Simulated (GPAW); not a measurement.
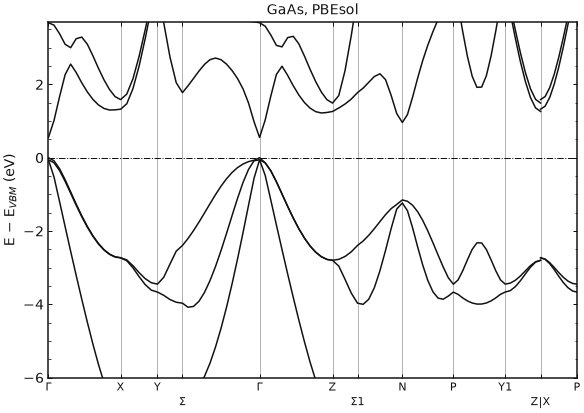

Band structure. Energies are counted from the top of the valence band.

Question: Which Bravais lattice do the labels of the path belong to?

Answer: A body-centred tetragonal lattice: the path Γ–X–Y–Σ–Γ–Z–Σ1–N–P–Y1–Z|X–P runs through the special points of its Brillouin zone.

Structure: tetragonally strained zincblende GaAs, space group I-4m2 (No. 119), 2 atoms in the primitive cell; a = 3.998 Å, c = 5.597 Å (tetragonal axes).

Computed with GPAW 26.7.0: PBEsol, PAW data sets generated in the run's folder for this functional, no spin polarisation, no spin-orbit coupling, 8×8×8 k mesh, 600 eV cutoff, Fermi-Dirac smearing of 0.05 eV.

Question: Metal, semiconductor or insulator, and what is the gap?

Answer: The bands leave a gap. The gap along this path is 0.55 eV and direct: both edges lie at Γ.

Question: What are the direct gaps at Σ1, Z and N?

Answer: The direct gaps are 4.17 eV at Σ1, 4.06 eV at Z and 2.11 eV at N.

Question: How many bands meet at the valence-band top?

Answer: The top valence level at Γ is a single band, not degenerate (spin aside). The next level lies only 0.06 eV lower.

Spin-orbit coupling is left out, which matters for As. The cell is under a strain of −1 % (uniaxial z). LDA, GGA and most meta-GGA functionals understate gaps. The potentials hold the d shell of Ga in the core, which widens gaps. In reduced coordinates of the cell that was run, X is (0, 0.5, 0.5), Y is (0.255, 0.5, 0.755), Σ is (0.378, 0.378, 0.755), Z is (−0.5, −0.5, 0), Σ1 is (−0.378, −0.378, 0.245), N is (0, 0, 0.5), P is (−0.25, 0.25, 0.5) and Y1 is (−0.5, −0.255, 0.245).
